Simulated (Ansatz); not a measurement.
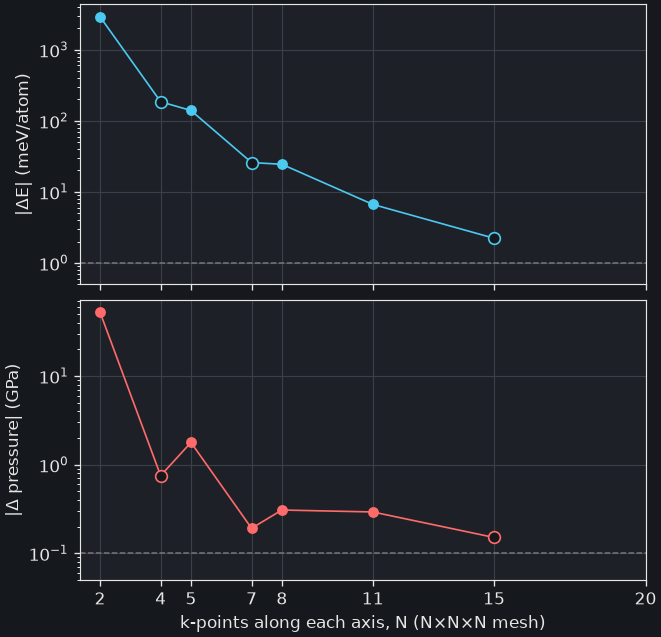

One cell, run at 8 values of the k-point mesh.
System: Pd (Fm-3m, 1 atom in the cell).
Method: DFT, r2SCAN, plane waves (500 eV) with PAW, scalar-relativistic (Ansatz); Fermi–Dirac smearing of 0.05 eV, collinear spins.
ΔE is the free energy less its value at the densest setting, 20×20×20.
Dashed lines or grey bands mark the tolerance: 1 meV/atom and 0.1 GPa.
On logarithmic panels, open markers lie below the reference value and filled ones above.

> What is enough for the free energy to 1 meV/atom?

The free energy at the last setting but one, 15×15×15, is still more than 1 meV/atom from the densest setting's value, so the scan doesn't show it converged. It is off by 2900 meV/atom at 2×2×2, 26 meV/atom at 7×7×7 and 2.2 meV/atom at 15×15×15 (on both sides of it).

> And the pressure, to 0.1 GPa?

The pressure at the last setting but one, 15×15×15, is still more than 0.1 GPa from the densest setting's value, so the scan doesn't show it converged. It is off by 52 GPa at 2×2×2, 0.19 GPa at 7×7×7 and 0.15 GPa at 15×15×15 (on both sides of it).
